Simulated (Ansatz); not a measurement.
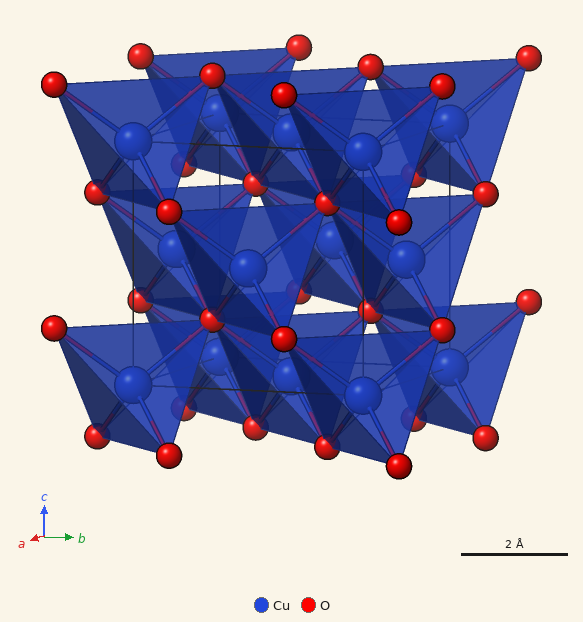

*The structure as given in the input (polyhedral view of the cell 4 times as large as that of the calculation, set on its symmetry axes, seen slightly off an axis; polyhedra are completed across the faces of the cell).*

**Single-point calculation, with input and output: CuO (part 1 of 2)**

The run: single-point calculation of CuO (2 atoms in the cell). Method and program: DFT PBE, scalar-relativistic, plane waves, PAW, spin-polarised (Ansatz 0.2.0).

The structure was built on a prototype by a generator; it need not be a known phase. It belongs to a series of runs on one base structure; here: random orbitals: harmonics, high filling. Figures and captions count atoms from 1; the log counts them from 0 in places.

Input
```yaml
crystal:
  lattice:
    - [0.0, 2.32725273, 2.32725273]
    - [2.32725273, 0.0, 2.32725273]
    - [2.32725273, 2.32725273, 0.0]
  atoms:
    - { symbol: Cu, position: [0.0, 0.0, 0.0], spin: 1.0 }
    - { symbol: O, position: [0.25, 0.25, 0.25] }
basis:
  ecutwfc: 420
  ecutrho_ratio: 4
kpoints:
  mp_grid: { grid: [7, 7, 7] }
hamiltonian:
  xc: pbe
  hubbard:
    sites:
      - { site: 0, l: d, u_eff: 0.0, starting_ns: [{ spin: up, occupation_matrix: s0up }, { spin: down, occupation_matrix: s0down }] }
    occupation_matrices:
      s0up:
        matrix:
          - [0.97, 0.0, 0.0, 0.0, 0.0]
          - [0.0, 0.97, 0.0, 0.0, 0.0]
          - [0.0, 0.0, 0.97, 0.0, 0.0]
          - [0.0, 0.0, 0.0, 0.97, 0.0]
          - [0.0, 0.0, 0.0, 0.0, 0.97]
      s0down:
        matrix:
          - [0.97, 0.0, 0.0, 0.0, 0.0]
          - [0.0, 0.02, 0.0, 0.0, 0.0]
          - [0.0, 0.0, 0.97, 0.0, 0.0]
          - [0.0, 0.0, 0.0, 0.97, 0.0]
          - [0.0, 0.0, 0.0, 0.0, 0.97]
    ns_hold: { iters: 12 }
scf:
  occupations: { method: gaussian, width: 0.05 }
  lower_state_search: "off"
  max_iter: 150
output:
  forces: true
  stress: true
  eigenvalues: true
  populations: true
  hubbard: { sites: [{ site: 0, l: d }] }
  write_density: true
  write_potential: true
  elf: true
  volumetric_format: npy
magnetization:
  spin_polarized: true
```

Command:
```bash
ansatz run input.yaml --threads 2 --pin off --max-ram 3072MiB --backend cpu --events-out ev --progress --plain --runs-dir out
```

What the program printed
```
Warning: crystal.symmetry: narrowed to the stabiliser of the occupation matrices — unitary ops 24 → 8; lowered by the specified shell (site 0, l: d); largest admitted image defect 8.9e-16, smallest excluded 9.5e-1 — at a splitting's scale: the group the occupation matrices' own texture admits
Cu: projections on atomic orbitals take those of the free atom [Ne] 3s2 3p6 3d10 4s1, of charge +0.00 (hamiltonian.pseudopotentials.projection_atoms); the dataset's partial waves leave at most 2.0e-6 of an orbital's norm unspanned inside its sphere
O: projections on atomic orbitals take those of the free atom [He] 2s2 2p4, of charge +0.00 (hamiltonian.pseudopotentials.projection_atoms); the dataset's partial waves leave at most 1.9e-8 of an orbital's norm unspanned inside its sphere
Engine: ansatz 0.2.0, aarch64-unknown-linux-gnu
Pseudopotentials: kind: paw
Pseudopotential: Cu, paw, valence charge 19, recommended cutoff 420 eV (normal), Cu.paw.azcp
Pseudopotential: O, paw, valence charge 6, recommended cutoff 420 eV (normal), O.paw.azcp
Functional definition: PBE
  parameter kappa = 0.804
  parameter beta = 0.06672455060314922
  exchange = pbe_x(kappa = kappa, mu = beta*pi^2/3)
  correlation = pbe_c(beta = beta)
Crystal: 2 atoms, lattice volume = 25.209 Å³
Basis set: ecut = 420 eV, 531 PW (Γ), exchange–correlation on 48×48×48 points (8 copies of the dense FFT grid, shifted against one another)
Bands: 17, of which v1, the nominal top of the filled ones, is band 13 counted from 1 (12 counted from 0)
Symmetry: 8 space group operations
k-points: 40 of 343 (time reversal used)
Non-local potential: Cu, projectors of the file, l = 0: 3, l = 1: 2, l = 2: 3, l = 3: 1
Non-local potential: O, projectors of the file, l = 0: 2, l = 1: 2, l = 2: 1
PAW form: soft (Blöchl's): semilocal exchange-correlation on the pseudo side does not see the compensation charge
PAW one-centre angular grid: Cu, 590 points (default); XC on 64 Gauss nodes
PAW one-centre angular grid: O, 110 points (default); XC on 64 Gauss nodes
Initial density: superposition of atomic densities (chi_scale 0.1, normalization cell, long waves kept (reshape's long-wave potential 0.00 eV rms))
Starting moments: Σ|m| = 1 μB on 1 of 2 sites
Initial wavefunctions: pseudopotential atomic-orbital guess
Functional: x = pbe(κ = 0.804, μ = 0.2195149727645171), c = pbe(β = 0.06672455060314922)
```
